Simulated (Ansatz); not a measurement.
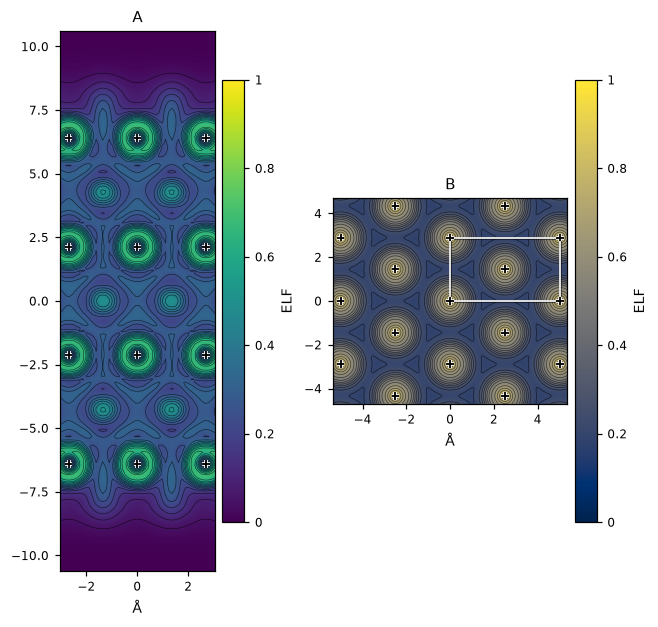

The electron localisation function of 2 systems, each on a plane through atoms (crosses mark nuclei in the plane).

These are results of Ansatz, DFT LDA, scalar-relativistic, plane waves, PAW, not measurements.

System 1: Au, the (001) plane of the conventional cell. Space group C2/m; computed pressure about −5 GPa in this cell.

```xyz
12
Lattice="4.0910 -2.0455 -2.0455 0.0000 2.0455 -2.0455 7.8412 8.3524 8.3524" Properties=species:S:1:pos:R:3 pbc="T T T"
Au    1.8751    1.1079   -0.9376
Au    3.9206   -0.9376   -0.9376
Au    8.0116    7.2445    7.2445
Au   10.0572    7.2445    5.1990
Au    3.9206    1.1080    1.1080
Au    5.9661    1.1080   -0.9375
Au    5.9661    5.1989    3.1534
Au    8.0116    3.1534    3.1534
Au    3.9206    3.1535    3.1535
Au    5.9662    3.1535    1.1080
Au    5.9661    7.2445    5.1990
Au    8.0116    5.1989    5.1989
```

System 2: Ru (slab), the (11̄0) plane of the calculation cell, a cut from vacuum to vacuum. Not relaxed (largest force 1.2 eV/Å); computed without spin polarisation.

```cif
data_structure
_symmetry_space_group_name_H-M 'P 1'
_symmetry_Int_Tables_number 1
_cell_length_a 2.7023
_cell_length_b 2.7023
_cell_length_c 27.7979
_cell_angle_alpha 90.000
_cell_angle_beta 90.000
_cell_angle_gamma 120.000
_cell_volume 175.80
loop_
_atom_site_label
_atom_site_type_symbol
_atom_site_fract_x
_atom_site_fract_y
_atom_site_fract_z
_atom_site_occupancy
Ru1 Ru 0.66667 0.33333 0.26980 1
Ru2 Ru 0.33333 0.66667 0.34654 1
Ru3 Ru 0.66667 0.33333 0.42327 1
Ru4 Ru 0.33333 0.66667 0.50000 1
Ru5 Ru 0.66667 0.33333 0.57673 1
Ru6 Ru 0.33333 0.66667 0.65346 1
Ru7 Ru 0.66667 0.33333 0.73020 1
```

> Match each panel to its system.

Panel A is system 2, Ru: the plane holds Ru. Ru–Ru (2.70 Å): the ELF is about 0.30 at the midpoint. Panel B is system 1, Au: the plane holds Au. Au–Au (2.89 Å): the ELF is about 0.20 at the midpoint: no shared electron pair shows on this line.
